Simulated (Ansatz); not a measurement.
**Al4Ni3 (slab): density, localisation and related maps**

```cif
data_structure
_symmetry_space_group_name_H-M 'P 1'
_symmetry_Int_Tables_number 1
_cell_length_a 2.8622
_cell_length_b 2.8622
_cell_length_c 23.5865
_cell_angle_alpha 90.000
_cell_angle_beta 90.000
_cell_angle_gamma 90.000
_cell_volume 193.22
loop_
_atom_site_label
_atom_site_type_symbol
_atom_site_fract_x
_atom_site_fract_y
_atom_site_fract_z
_atom_site_occupancy
Al1 Al 0.00000 0.00000 0.31884 1
Ni1 Ni 0.50000 0.50000 0.37635 1
Al2 Al 0.00000 0.00000 0.43889 1
Ni2 Ni 0.50000 0.50000 0.50000 1
Al3 Al 0.00000 0.00000 0.56111 1
Ni3 Ni 0.50000 0.50000 0.62365 1
Al4 Al 0.00000 0.00000 0.68116 1
```

Computed without spin polarisation.

Theory: Ansatz, DFT PBEsol, scalar-relativistic, plane waves, PAW.

The density is the valence pseudo-density of a PAW calculation; it isn't the true density close to the nuclei.

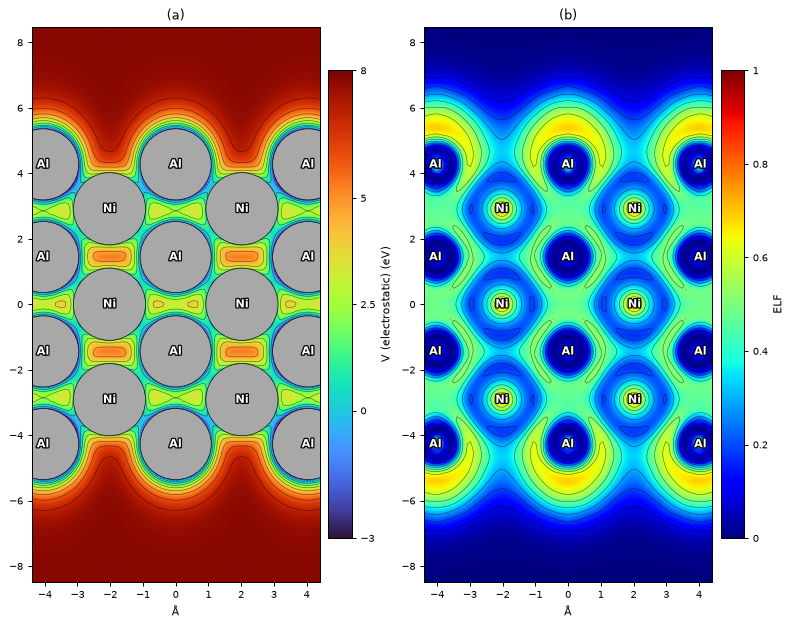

Figure 1. (a) electrostatic potential (local pseudopotential plus Hartree) felt by an electron; (b) electron localisation function on the (11̄0) plane of the calculation cell, a cut from vacuum to vacuum. Grey discs cover the atomic cores in the potential map.

Q: What do the fields say about this system?

A:
- The section cuts through Al and Ni sites.
- Al–Ni (2.44 Å): the ELF is about 0.40 at the midpoint.
- Al–Ni (2.48 Å): the ELF is about 0.40 at the midpoint.
- The features right at Ni lie inside the PAW spheres, where the map follows smoothed inner orbitals and isn't to be read closely.
- Outside the cores the potential energy rises away from the atoms and is highest in the vacuum; its zero is arbitrary.

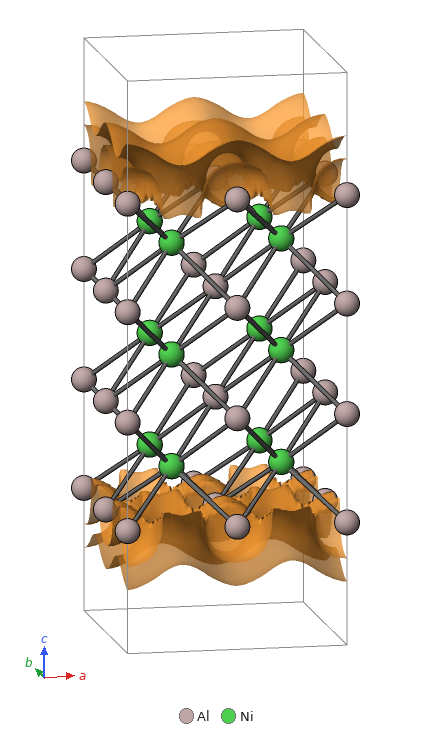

Figure 2. Isosurface of the electron localisation function at 0.6 (orange), seen slightly off an axis. Core shells and regions of very low density are left out. Sticks mark near contacts.

Q: Identify the bonds, lone pairs and shells in this picture.

A: At this value the surface marks out sheets that run through the cell in two directions, counted in one cell of 7 atoms. Counts are for one cell; the picture repeats the cell along the surface.

Q: Does the calculation make it a metal, or give it a gap?

A: It is metallic or semimetallic at this level of theory: no gap opens.
